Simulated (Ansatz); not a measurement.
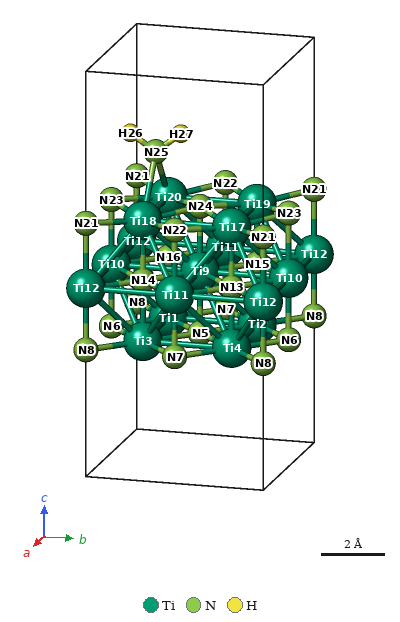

The starting structure (ball-and-stick view of the cell of the calculation, with the vacuum cut short, seen slightly off an axis; atoms are numbered from 1 in the order of the input). An atom can appear more than once, as a periodic image.

Ti12H2N13: geometry relaxation (part 1 of 4)

System: Ti12H2N13 (slab, 27 atoms in the cell).
Method: DFT PBE+D3(BJ), scalar-relativistic, plane waves, PAW, spin-polarised (Ansatz 0.2.0).

The structure derives from an entry of the Crystallography Open Database. The input holds or restrains some coordinates. Forces given for the steps count only the free coordinates. It belongs to a series of runs on one base structure; here: 1 NH2 a cell, anchor, over a hollow N-N site. Figures and captions count atoms from 1; the log counts them from 0 in places.

**The program's output**
```
Engine: ansatz 0.2.0, aarch64-unknown-linux-gnu
Pseudopotentials: kind: paw
Pseudopotential: Ti, paw, valence charge 12, recommended cutoff 420 eV (normal), Ti.paw.azcp
Pseudopotential: N, paw, valence charge 5, recommended cutoff 420 eV (normal), N.paw.azcp
Pseudopotential: H, paw, valence charge 1, recommended cutoff 420 eV (normal), H.paw.azcp
Functional definition: PBE
  parameter kappa = 0.804
  parameter beta = 0.06672455060314922
  exchange = pbe_x(kappa = kappa, mu = beta*pi^2/3)
  correlation = pbe_c(beta = beta)
Crystal: 27 atoms, lattice volume = 807.228 Å³
Basis set: ecut = 420 eV, 15733 PW (Γ), exchange–correlation on 80×80×320 points (8 copies of the dense FFT grid, shifted against one another)
Bands: 133, of which v1, the nominal top of the filled ones, is band 106 counted from 1 (105 counted from 0)
Symmetry: 2 space group operations
k-points: 5 of 9
Non-local potential: Ti, projectors of the file, l = 0: 3, l = 1: 2, l = 2: 3, l = 3: 1
Non-local potential: N, projectors of the file, l = 0: 2, l = 1: 2, l = 2: 1
Non-local potential: H, projectors of the file, l = 0: 2, l = 1: 1
PAW form: soft (Blöchl's): semilocal exchange-correlation on the pseudo side does not see the compensation charge
PAW one-centre angular grid: Ti, 590 points (default); XC on 64 Gauss nodes
PAW one-centre angular grid: N, 110 points (default); XC on 64 Gauss nodes
PAW one-centre angular grid: H, 110 points (default); XC on 64 Gauss nodes
Initial density: superposition of atomic densities (neutral atoms: chi_scale 0, normalization atom)
Starting moments: Σ|m| = 1 μB on 1 of 27 sites
Initial wavefunctions: pseudopotential atomic-orbital guess
Functional: x = pbe(κ = 0.804, μ = 0.2195149727645171), c = pbe(β = 0.06672455060314922)
SCF iter   1: F=—  HF=-35093.500419 eV  |F-HF|=—  |Δ(HF+E_count)|=         —  Δρ=5.83e-2 (↑5.72e-2 ↓5.83e-2)  dr2=1.68e2  dr2_m=2.14e-1  M=0.823 μB ∫|m|=1.049 μB  β_m=1.00  ethr=3.10e-3  p=0.000 e·Å  D=7.20e-7 V/Å  ΔV_dip=-0.00 eV  dr2_dipole=3.26e-1  V_vac-E_F(+/−)=7.96/7.96 eV  ⟨swp⟩=7.0  Hψ=6699  notcnv=0
Mixer restart at iter 1: flushing history
efield: sawtooth ramp at fractional position 0.9745 (placed from the atoms, in the widest stretch of the axis that holds none; the zero of the levels goes with the place), width 0.0400; the density the first Hamiltonian is built on has a dipole p = 0.000 e·Å; the dipole correction subtracts the counter field D = 7.20e-7 V/Å, which shifts the + side's vacuum level by -0.00 eV against the − side's; the planar-averaged density in the ramp window peaks in size at 3.2e-6 e/Å³
preconditioner: auto → Resta (q_TF=auto, 2.182 Å⁻¹)  ε∞=2.8  [insulator: Δε(μ)=0.100 eV  Ē_g=10.441 eV  σ=0.100 eV  W_gap=0.52  n_scr=122 (ndim 8)  ℏωp=14.0 eV  f_vac=0.605  D(μ)=7.56/eV (n_scr^D=28)  ε∞_Penn≈2.8  vacuum switching on, ρ_ref=7.9e-3 e/Å³]
spin=Collinear: Resta preconditioning applied to the charge; magnetization (m = ρ↑ − ρ↓) channel mixes plain (no charge-response kernel on spin).
SCF iter   2: F=—  HF=-35063.585578 eV  |F-HF|=—  |Δ(HF+E_count)|=    2.99e1  Δρ=2.35e-2 (↑2.29e-2 ↓2.35e-2)  dr2=5.78e1  dr2_m=5.68e-2  M=0.410 μB ∫|m|=0.815 μB  β_m=0.30  ethr=3.10e-3  p=-0.156 e·Å  D=-3.49e-2 V/Å  ΔV_dip=0.80 eV  dr2_dipole=9.89e0  V_vac-E_F(+/−)=6.39/5.59 eV  ⟨swp⟩=5.1  Hψ=3397  notcnv=0  defer=194
preconditioner: auto → LDOS  [metal: Δε(μ)=0.039 eV  Ē_g=8.406 eV  σ=0.100 eV  W_gap=0.21  n_scr=122 (ndim 8)  ℏωp=14.0 eV  f_vac=0.612  D(μ)=17.04/eV (n_scr^D=94)]
spin=Collinear: LDOS preconditioning applied to the charge; magnetization (m = ρ↑ − ρ↓) channel mixes plain (no charge-response kernel on spin).
density mixer auto → msr1: a metal under ldos (density of states about μ 1.40 of a free-electron gas's, 122 screened modes)
SCF iter   3: F=—  HF=-35062.825974 eV  |F-HF|=—  |Δ(HF+E_count)|=   7.60e-1  Δρ=1.47e-2 (↑1.40e-2 ↓1.47e-2)  dr2=1.63e1  dr2_m=1.80e-1  M=0.095 μB ∫|m|=0.546 μB  β_m=0.51  ethr=3.10e-3  p=-0.084 e·Å  D=-1.88e-2 V/Å  ΔV_dip=0.43 eV  dr2_dipole=1.80e0  V_vac-E_F(+/−)=5.27/4.84 eV  ⟨swp⟩=4.8  Hψ=2375  notcnv=0  defer=158
SCF iter   4: F=—  HF=-35062.704900 eV  |F-HF|=—  |Δ(HF+E_count)|=   1.21e-1  Δρ=6.16e-3 (↑6.16e-3 ↓3.95e-3)  dr2=1.15e0  dr2_m=3.68e-2  M=-0.027 μB ∫|m|=0.307 μB  β_m=0.59  ethr=3.10e-3  p=-0.221 e·Å  D=-4.96e-2 V/Å  ΔV_dip=1.13 eV  dr2_dipole=1.29e-1  V_vac-E_F(+/−)=4.07/2.94 eV  ⟨swp⟩=4.2  Hψ=2298  notcnv=0  defer=170
SCF iter   5: F=—  HF=-35062.710936 eV  |F-HF|=—  |Δ(HF+E_count)|=   6.04e-3  Δρ=2.97e-3 (↑1.59e-3 ↓2.97e-3)  dr2=1.73e-1  dr2_m=1.07e-2  M=-0.034 μB ∫|m|=0.169 μB  β_m=0.55  ethr=5.45e-4  p=-0.241 e·Å  D=-5.40e-2 V/Å  ΔV_dip=1.23 eV  dr2_dipole=1.04e-2  V_vac-E_F(+/−)=3.93/2.69 eV  ⟨swp⟩=4.0  Hψ=2240  notcnv=0  defer=170
SCF iter   6: F=—  HF=-35062.750173 eV  |F-HF|=—  |Δ(HF+E_count)|=         —  Δρ=1.07e-3 (↑1.07e-3 ↓8.55e-4)  dr2=2.34e-2  dr2_m=3.55e-3  M=-0.031 μB ∫|m|=0.112 μB  β_m=0.55  ethr=8.20e-5  p=-0.235 e·Å  D=-5.27e-2 V/Å  ΔV_dip=1.20 eV  dr2_dipole=1.58e-3  V_vac-E_F(+/−)=3.77/2.56 eV  ⟨swp⟩=3.1  Hψ=2418  notcnv=0  defer=164
SCF iter   7: F=—  HF=-35062.761515 eV  |F-HF|=—  |Δ(HF+E_count)|=   1.13e-2  Δρ=4.87e-4 (↑4.87e-4 ↓4.58e-4)  dr2=4.09e-3  dr2_m=1.05e-3  M=-0.024 μB ∫|m|=0.077 μB  β_m=0.77  ethr=1.11e-5  p=-0.235 e·Å  D=-5.26e-2 V/Å  ΔV_dip=1.20 eV  dr2_dipole=7.10e-5  V_vac-E_F(+/−)=3.74/2.54 eV  ⟨swp⟩=2.5  Hψ=1820  notcnv=0  defer=164
SCF iter   8: F=—  HF=-35062.764970 eV  |F-HF|=—  |Δ(HF+E_count)|=   3.45e-3  Δρ=1.58e-4 (↑1.18e-4 ↓1.58e-4)  dr2=1.49e-3  dr2_m=7.85e-5  M=-0.011 μB ∫|m|=0.029 μB  β_m=0.77  ethr=1.94e-6  p=-0.231 e·Å  D=-5.17e-2 V/Å  ΔV_dip=1.18 eV  dr2_dipole=4.77e-4  V_vac-E_F(+/−)=3.73/2.55 eV  ⟨swp⟩=3.0  Hψ=2195  notcnv=0  defer=164
SCF iter   9: F=—  HF=-35062.765003 eV  |F-HF|=—  |Δ(HF+E_count)|=   3.29e-5  Δρ=8.43e-5 (↑7.95e-5 ↓8.43e-5)  dr2=3.16e-4  dr2_m=2.16e-5  M=-0.007 μB ∫|m|=0.016 μB  β_m=0.71  ethr=7.07e-7  p=-0.233 e·Å  D=-5.23e-2 V/Å  ΔV_dip=1.19 eV  dr2_dipole=7.25e-5  V_vac-E_F(+/−)=3.73/2.54 eV  ⟨swp⟩=2.5  Hψ=1895  notcnv=0  defer=164
SCF iter  10: F=—  HF=-35062.764997 eV  |F-HF|=—  |Δ(HF+E_count)|=   5.89e-6  Δρ=4.57e-5 (↑1.84e-5 ↓4.57e-5)  dr2=3.38e-5  dr2_m=5.08e-6  M=-0.004 μB ∫|m|=0.008 μB  β_m=0.82  ethr=1.50e-7  p=-0.234 e·Å  D=-5.25e-2 V/Å  ΔV_dip=1.20 eV  dr2_dipole=3.45e-6  V_vac-E_F(+/−)=3.74/2.54 eV  ⟨swp⟩=2.6  Hψ=1910  notcnv=0  defer=164
SCF iter  11: F=—  HF=-35062.765003 eV  |F-HF|=—  |Δ(HF+E_count)|=   5.50e-6  Δρ=2.00e-5 (↑2.00e-5 ↓1.53e-5)  dr2=2.56e-5  dr2_m=2.93e-7  M=-0.002 μB ∫|m|=0.003 μB  β_m=0.75  ethr=1.60e-8  p=-0.235 e·Å  D=-5.27e-2 V/Å  ΔV_dip=1.20 eV  dr2_dipole=6.44e-6  V_vac-E_F(+/−)=3.74/2.54 eV  ⟨swp⟩=3.3  Hψ=2195  notcnv=0  defer=164
SCF iter  12: F=—  HF=-35062.765003 eV  |F-HF|=—  |Δ(HF+E_count)|=   6.10e-7  Δρ=8.75e-6 (↑8.60e-6 ↓8.75e-6)  dr2=6.40e-6  dr2_m=1.07e-7  M=-0.001 μB ∫|m|=0.002 μB  β_m=0.66  ethr=1.22e-8  p=-0.235 e·Å  D=-5.27e-2 V/Å  ΔV_dip=1.20 eV  dr2_dipole=2.08e-6  V_vac-E_F(+/−)=3.74/2.54 eV  ⟨swp⟩=33.1  Hψ=15950  notcnv=0
SCF iter  13: F=-35062.765003 eV  HF=-35062.765003 eV  |F-HF|=3.63e-7  |Δ(HF+E_count)|=   3.95e-7  Δρ=3.56e-6 (↑3.56e-6 ↓3.03e-6)  dr2=4.50e-7  dr2_m=5.50e-8  M=-0.001 μB ∫|m|=0.001 μB  ethr=3.03e-9  p=-0.235 e·Å  D=-5.26e-2 V/Å  ΔV_dip=1.20 eV  dr2_dipole=1.32e-7  V_vac-E_F(+/−)=3.74/2.54 eV  ⟨swp⟩=14.2  Hψ=10464  notcnv=0
WARN: the starting moments were not kept: the SCF closed with an absolute magnetisation of 1.4e-3 μB, where they sum to 1 μB in size (1 site). That is at most 0.1 of that sum. Measured as dr2_m measures the in/out step, that magnetisation stands 6.3e-8 eV from none, at or under the dr2_threshold of 4.0e-5 eV: it is no larger than a step whose dr2_m would equal this threshold. The system may hold no moment; this SCF shows only that its start led to no more than that. To try another start: raise the starting moments (crystal.atoms[].spin, magnetization.per_species, magnetization.initial_magnetization, or on a non-collinear deck that types none of these the spinor_matrix: blocks that start its atoms; where the total moment is fixed, keep their sum and leave initial_magnetization as it is; typed ones take the place of any that the run laid by itself, positive ones on a crystal's lanthanoids without a Hubbard term where scf.initial_density.shell_occupations: [] is typed) or, if the notice of its spin-set hold's release reads "site moments contracting" or "site moments show no strong build", lengthen the hold (scf.mixing.spin_hold: { on: { confirm: 4 } }; for m-r²SCAN on two components see the key's manual first). Each may lead to a state that holds a moment. A second SCF, from the converged charge density, with the starting moments and any scf.initial_density.shell_occupations laid on it anew, would have followed, and was not run: the deck does not ask for one (magnetization.retry_lost_moments is false, the default). To let it run, set magnetization.retry_lost_moments: true and run the deck again, where that key's refused combinations let it; where memory then withholds it, that run's warning says so.
SCF 1 converged in 13 iterations: F = -35062.765003 eV  dr2 = 4.50e-7
  greatest PAW one-centre occupation: 0.999 electrons in one spin orbital (limit 2), on the Ti atom at site 19 (counted from 0), in its partial waves of l = 0
relax step   1: F+E_penalty+E_count = -35062.76500259 eV  Δ(F+E_penalty+E_count) = +0.000e0 eV  max|allowed force component| = 2.482e0 eV/Å  Δτ_max = 0.0000 Å  (13 SCF iters, dr2 threshold 4.00e-5 eV, accepted)
Initial density: handed on by an earlier stage of this run
Starting moments: Σ|m| = 1 μB on 1 of 27 sites; this step starts from the density that it was given
Initial wavefunctions: those handed on with the density
iter 1 solved again at ethr=5.32e-4 eV; its pass at ethr=3.10e-3 eV (dr2=1.12e0 eV) is discarded
SCF iter   1: F=—  HF=-35063.770961 eV  |F-HF|=—  |Δ(HF+E_count)|=         —  Δρ=4.79e-3 (↑4.79e-3 ↓4.76e-3)  dr2=1.13e0  dr2_m=8.84e-3  M=-0.002 μB ∫|m|=0.027 μB  β_m=0.30  ethr=5.32e-4  p=-0.235 e·Å  D=-5.26e-2 V/Å  ΔV_dip=1.20 eV  dr2_dipole=1.40e-1  V_vac-E_F(+/−)=3.69/2.49 eV  ⟨swp⟩=1.8  Hψ=4708  notcnv=0  defer=170
efield: sawtooth ramp at fractional position 0.9745 (handed on by an earlier solve), width 0.0400; the density the first Hamiltonian is built on has a dipole p = -0.235 e·Å; the dipole correction subtracts the counter field D = -5.26e-2 V/Å, which shifts the + side's vacuum level by +1.20 eV against the − side's; the planar-averaged density in the ramp window peaks in size at 4.5e-6 e/Å³
preconditioner: auto → LDOS  [metal: Δε(μ)=0.084 eV  Ē_g=8.166 eV  σ=0.100 eV  W_gap=0.41  n_scr=122 (ndim 8)  ℏωp=14.0 eV  f_vac=0.637  D(μ)=9.04/eV (n_scr^D=38)]
spin=Collinear: LDOS preconditioning applied to the charge; magnetization (m = ρ↑ − ρ↓) channel mixes plain (no charge-response kernel on spin).
SCF iter   2: F=—  HF=-35063.688251 eV  |F-HF|=—  |Δ(HF+E_count)|=   8.27e-2  Δρ=2.86e-3 (↑2.86e-3 ↓2.83e-3)  dr2=3.14e-1  dr2_m=4.92e-3  M=-0.001 μB ∫|m|=0.024 μB  β_m=0.46  ethr=5.32e-4  p=-0.217 e·Å  D=-4.86e-2 V/Å  ΔV_dip=1.11 eV  dr2_dipole=4.37e-2  V_vac-E_F(+/−)=3.61/2.51 eV  ⟨swp⟩=1.9  Hψ=1746  notcnv=0  defer=170
density mixer auto → msr1: a metal under ldos (density of states about μ 1.38 of a free-electron gas's, 122 screened modes)
SCF iter   3: F=—  HF=-35063.671773 eV  |F-HF|=—  |Δ(HF+E_count)|=   1.65e-2  Δρ=8.16e-4 (↑8.16e-4 ↓7.68e-4)  dr2=8.62e-3  dr2_m=7.67e-4  M=-0.000 μB ∫|m|=0.010 μB  β_m=0.50  ethr=1.49e-4  p=-0.184 e·Å  D=-4.13e-2 V/Å  ΔV_dip=0.94 eV  dr2_dipole=4.56e-4  V_vac-E_F(+/−)=3.47/2.53 eV  ⟨swp⟩=2.0  Hψ=2064  notcnv=0  defer=174
SCF iter   4: F=—  HF=-35063.673886 eV  |F-HF|=—  |Δ(HF+E_count)|=   2.11e-3  Δρ=3.29e-4 (↑3.27e-4 ↓3.29e-4)  dr2=1.65e-3  dr2_m=1.84e-4  M=-0.000 μB ∫|m|=0.006 μB  β_m=0.51  ethr=4.08e-6  p=-0.178 e·Å  D=-3.99e-2 V/Å  ΔV_dip=0.91 eV  dr2_dipole=9.90e-5  V_vac-E_F(+/−)=3.45/2.54 eV  ⟨swp⟩=3.0  Hψ=2278  notcnv=0  defer=174
SCF iter   5: F=—  HF=-35063.674424 eV  |F-HF|=—  |Δ(HF+E_count)|=   5.38e-4  Δρ=7.34e-5 (↑6.81e-5 ↓7.34e-5)  dr2=8.38e-5  dr2_m=2.06e-5  M=-0.000 μB ∫|m|=0.002 μB  β_m=0.57  ethr=7.82e-7  p=-0.172 e·Å  D=-3.86e-2 V/Å  ΔV_dip=0.88 eV  dr2_dipole=1.17e-5  V_vac-E_F(+/−)=3.43/2.55 eV  ⟨swp⟩=3.0  Hψ=1904  notcnv=0  defer=174
iter 6 did not close the SCF: its close was put off for a magnetic moment that had not settled (scf_convergence_deferred on its scf_iter line)
SCF iter   6: F=-35063.674455 eV  HF=-35063.674470 eV  |F-HF|=1.48e-5  |Δ(HF+E_count)|=   4.55e-5  Δρ=2.75e-5 (↑2.65e-5 ↓2.75e-5)  dr2=2.54e-5  dr2_m=2.29e-6  M=0.000 μB ∫|m|=0.001 μB  β_m=0.64  ethr=3.97e-8  p=-0.170 e·Å  D=-3.82e-2 V/Å  ΔV_dip=0.87 eV  dr2_dipole=3.23e-6  V_vac-E_F(+/−)=3.43/2.55 eV  ⟨swp⟩=27.3  Hψ=14990  notcnv=0
iter 7 did not close the SCF: its close was put off for a magnetic moment that had not settled (scf_convergence_deferred on its scf_iter line)
SCF iter   7: F=-35063.674462 eV  HF=-35063.674473 eV  |F-HF|=1.05e-5  |Δ(HF+E_count)|=   2.83e-6  Δρ=1.75e-5 (↑1.62e-5 ↓1.75e-5)  dr2=1.31e-5  dr2_m=2.28e-7  M=0.000 μB ∫|m|=0.000 μB  β_m=0.57  ethr=1.20e-8  p=-0.170 e·Å  D=-3.80e-2 V/Å  ΔV_dip=0.87 eV  dr2_dipole=1.34e-6  V_vac-E_F(+/−)=3.43/2.56 eV  ⟨swp⟩=15.1  Hψ=11757  notcnv=0
SCF iter   8: F=-35063.674469 eV  HF=-35063.674471 eV  |F-HF|=1.54e-6  |Δ(HF+E_count)|=   1.66e-6  Δρ=4.06e-6 (↑4.06e-6 ↓3.57e-6)  dr2=1.93e-6  dr2_m=1.42e-8  M=0.000 μB ∫|m|=0.000 μB  ethr=6.23e-9  p=-0.169 e·Å  D=-3.79e-2 V/Å  ΔV_dip=0.87 eV  dr2_dipole=6.84e-7  V_vac-E_F(+/−)=3.43/2.56 eV  ⟨swp⟩=12.4  Hψ=10921  notcnv=0
the starting moments were not kept: the SCF closed with an absolute magnetisation of 2.0e-4 μB, where they sum to 1 μB in size (1 site). That is at most 0.1 of that sum. Measured as dr2_m measures the in/out step, that magnetisation stands 2.8e-9 eV from none, at or under the dr2_threshold of 1.0e-4 eV: it is no larger than a step whose dr2_m would equal this threshold.
SCF 2 converged in 8 iterations: F = -35063.674469 eV  dr2 = 1.93e-6
[... from here on the iterations of each SCF are left out, up to the last one ...]
relax step   2: F+E_penalty+E_count = -35063.67446940 eV  Δ(F+E_penalty+E_count) = -9.095e-1 eV  max|allowed force component| = 1.130e0 eV/Å  Δτ_max = 0.1979 Å  (8 SCF iters, dr2 threshold 1.00e-4 eV, accepted)
[... from here on the SCF iterations and repeated set-up lines of each step are left out, up to the last step ...]
SCF 3 converged in 10 iterations: F = -35063.829783 eV  dr2 = 1.02e-5
```
